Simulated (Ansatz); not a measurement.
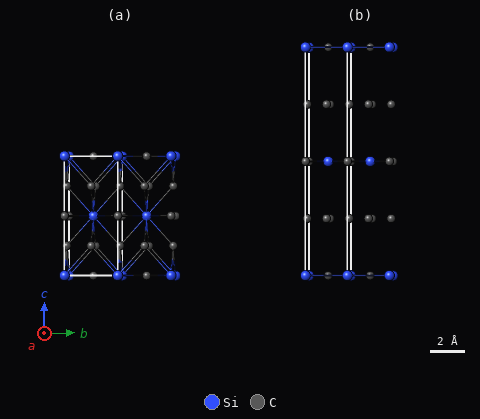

The structure of solid SiC$_{3}$ (built on the TiAl3 (D0_22)_139 type) (coarse preliminary run) before (left) and after (right) a relaxation, at one scale.

A ball-and-stick model of the conventional cell (2 times the calculation's cell), repeated 1 × 2 × 1 with one cell outlined, seen from a free direction. Lengths and directions refer to the drawn axes.

Case: TiAl3 (D0_22) type (I4/mmm, No. 139).

These are results of Ansatz, DFT PBE, scalar-relativistic, plane waves, PAW, not measurements. (plane-wave cutoff 420 eV; k-point mesh 8 × 8 × 8; occupations gaussian; smearing width 0.1 eV; no spin polarisation; cell and atoms relaxed; force threshold 0.04 eV/Å; at most 70 steps)

What changed between the two?

No atom moves by more than 0.005 Å relative to the cell. Cell: a = b 3.233 → 2.549 Å (−21.2 %), c 7.223 → 13.811 Å (+91.2 %). Volume +18.8 %. Near-neighbour distances that change, for instance: C–Si 2.424 → 3.680 Å, Si–Si 3.233 → 2.549 Å, C–Si 2.286 → 1.802 Å, C–C 2.286 → 1.802 Å. The space group stays I4/mmm (No. 139). After 25 accepted moves (29 points after the start) the energy has fallen by 3.917 eV per cell of the calculation. All forces vanish by symmetry, so only the cell relaxes. Pressure: −18.56 GPa at the start and 0.03 GPa at the end. The SCF was repeated 4 times at an unchanged geometry on a basis and grid sized afresh for the cell, which shifted the energy by 0.162 eV per cell of the calculation at most. Cost: 92 s on 1 thread of Intel(R) Xeon(R) Platinum 8488C (Sapphire Rapids) (shared host), peak memory 0.44 GiB.
